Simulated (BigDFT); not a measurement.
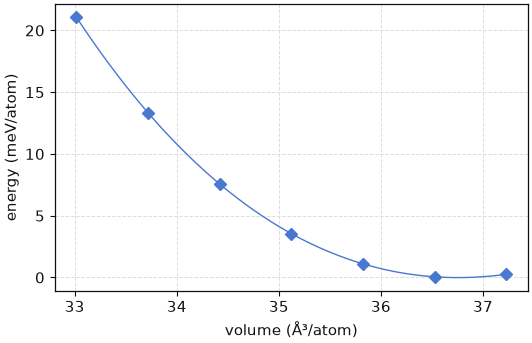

The picture above shows the energy against volume for RbBr, space group Pm-3m (No. 221).

Structure:
```yaml
crystal:
  lattice:
    - [4.12608, 0.00000, 0.00000]
    - [0.00000, 4.12608, 0.00000]
    - [0.00000, 0.00000, 4.12608]
  atoms:
    - { symbol: Rb, position: [0.00000, 0.00000, 0.00000] }
    - { symbol: Br, position: [0.50000, 0.50000, 0.50000] }
```

Computed with BigDFT 1.9.6: DFT in wavelets with pseudopotentials, no spin polarisation; energies at scaled volumes of the given cell, shape and fractions fixed, counted from the fit's minimum, third-order Birch-Murnaghan fit. Level: PBE.

k mesh 5×5×5; occupations Fermi–Dirac; smearing width 0.05 eV; potentials GTH PBE; program settings supercell 1,0,0,0,1,0,0,0,1, grid points 20,20,20.

Give the fitted equation-of-state parameters.

A third-order Birch–Murnaghan fit gives V0 = 36.75 Å³/atom, B0 = 14.4 GPa and B′ = 4.9.
